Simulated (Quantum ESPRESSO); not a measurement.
# Energy of YN along an even scaling of the cell

System: YN (Fm-3m, 2 atoms in the cell).
Method: Kohn-Sham DFT of a periodic cell, LDA, GBRV 1.5 LDA, no spin polarisation (Quantum ESPRESSO 7.5).

The 7 runs differ only in the geometry, by an even scaling of the cell at fixed fractional positions. The structure derives from an entry of the Crystallography Open Database.

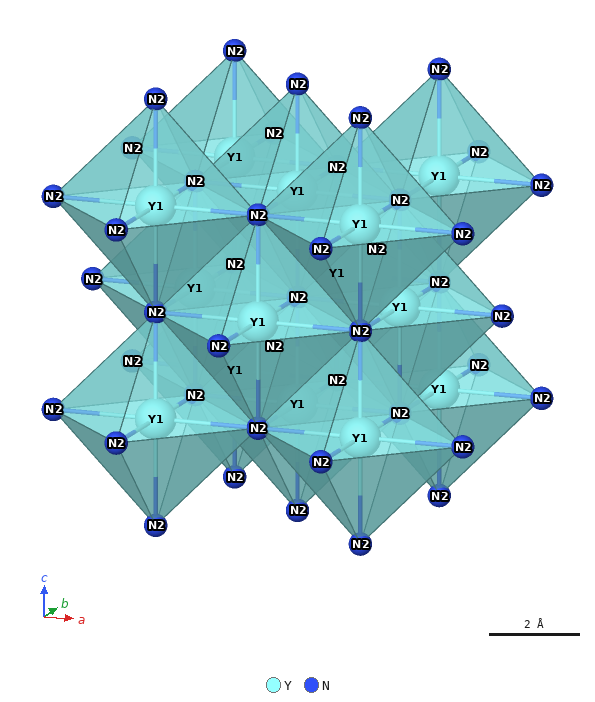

Figure 1. The structure of run 4 (polyhedral view of the cell 4 times as large as that of the calculation, set on its symmetry axes, seen slightly off an axis; polyhedra are completed across the faces of the cell; atoms are numbered from 1 in the order of the input). An atom can appear more than once, as a periodic image.

## Input of run 4
```
&CONTROL
  calculation = 'scf'
  prefix = 'pwscf'
  outdir = './tmp'
  pseudo_dir = './pseudo'
  tstress = .true.
  disk_io = 'nowf'
/
&SYSTEM
  ibrav = 0
  nat = 2
  ntyp = 2
  ecutwfc = 45
  ecutrho = 360
  nbnd = 14
  occupations = 'smearing'
  smearing = 'fd'
  degauss = 0.00367493
/
&ELECTRONS
  conv_thr = 4d-10
  electron_maxstep = 120
  mixing_beta = 0.5
/
ATOMIC_SPECIES
Y     88.9058 y_lda_v1.4.uspp.F.UPF
N     14.0070 n_lda_v1.2.uspp.F.UPF
CELL_PARAMETERS angstrom
   0.0000000000    2.4385000000    2.4385000000
   2.4385000000    0.0000000000    2.4385000000
   2.4385000000    2.4385000000    0.0000000000
ATOMIC_POSITIONS crystal
Y      0.0000000000    0.0000000000    0.0000000000
N      0.5000000000    0.5000000000    0.5000000000
K_POINTS automatic
9 9 9 0 0 0
```

Command:
```bash
OMP_NUM_THREADS=1 mpirun -n 2 pw.x -nk 2 -in pw.in > pw.out
```

Run 5 differs from it as follows:
```diff
-   0.0000000000    2.4385000000    2.4385000000
-   2.4385000000    0.0000000000    2.4385000000
-   2.4385000000    2.4385000000    0.0000000000
+   0.0000000000    2.4546494773    2.4546494773
+   2.4546494773    0.0000000000    2.4546494773
+   2.4546494773    2.4546494773    0.0000000000
```

## Results, with one run withheld

| run | volume per atom (Å³) | free energy per atom, from the lowest run given (meV) | pressure (GPa) | gap on the mesh (eV) |
| --- | --- | --- | --- | --- |
| 1 | 13.630 | 5.89 | 5.24 | 0.00 |
| 2 | 13.920 | 0.00 | 1.14 | 0.07 |
| 3 | 14.210 | 1.19 | −2.56 | 0.11 |
| 4 | 14.500 | 8.73 | −5.88 | 0.15 |
| 5 | 14.790 | ? | ? | ? |
| 6 | 15.080 | 40.33 | −11.54 | 0.21 |
| 7 | 15.370 | 63.28 | −13.94 | 0.24 |

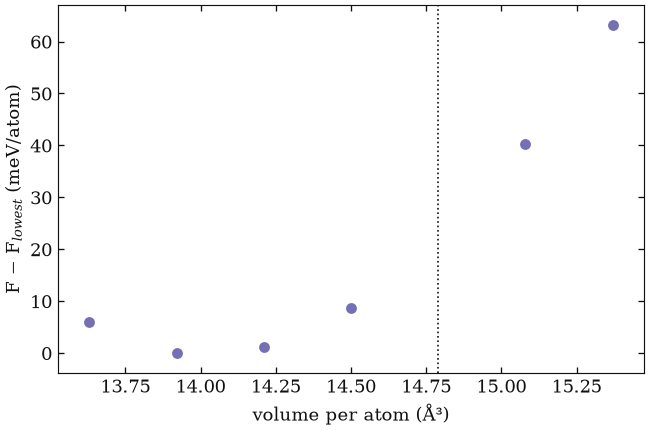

Figure 2. Free energy per atom of the runs given; the dotted line marks run 5.

What should run 5 give?

A cubic polynomial in V^(−2/3) (the Birch–Murnaghan form), fitted to the 6 runs given, misses them by under 0.01 meV per atom. With x = V^(−2/3) − 0.16871 Å⁻², it reads F = 6.3885 − 4033.2 x + 6.0177e+05 x² + 4.3741e+05 x³ (meV per atom). At run 5 it gives 21.97 meV per atom, and the run itself gives 21.95. The slope of the fit gives a pressure −dF/dV of −8.78 GPa there, and the run prints −8.86 GPa. The two needn't agree exactly: the fit is approximate, and the printed stress is taken on a finite basis. The fit has its minimum at 14.013 Å³ per atom, where V d²F/dV² gives 182 GPa: the bulk modulus at this level, since symmetry fixes the shape and the positions. The gap on the mesh goes, without turning, from 0.00 eV in run 1 to 0.24 eV in run 7; run 5 has 0.18 eV. These are gaps of this functional on this mesh, which can miss the band edges; they aren't the measured gap.

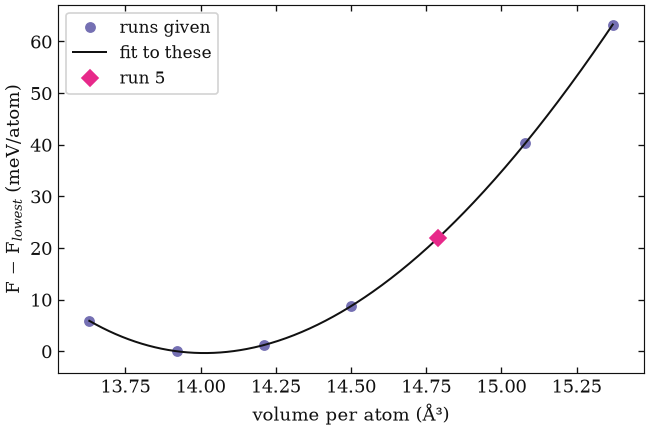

Figure 3. The fit and the withheld run.

## Some lines of the output (run 5)
```
[...]
     total energy              =    -112.94560550 Ry
     total energy              =    -113.11146415 Ry
     total energy              =    -113.24838027 Ry
     total energy              =    -113.25040127 Ry
     total energy              =    -113.25036724 Ry
     total energy              =    -113.25039120 Ry
     total energy              =    -113.25039190 Ry
     total energy              =    -113.25039214 Ry
     total energy              =    -113.25039217 Ry
     the Fermi energy is    11.7504 ev
!    total energy              =    -113.25039217 Ry
     The total energy is F=E-TS. E is the sum of the following terms:
     Computing stress (Cartesian axis) and pressure
          total   stress  (Ry/bohr**3)                   (kbar)     P=      -88.65
```
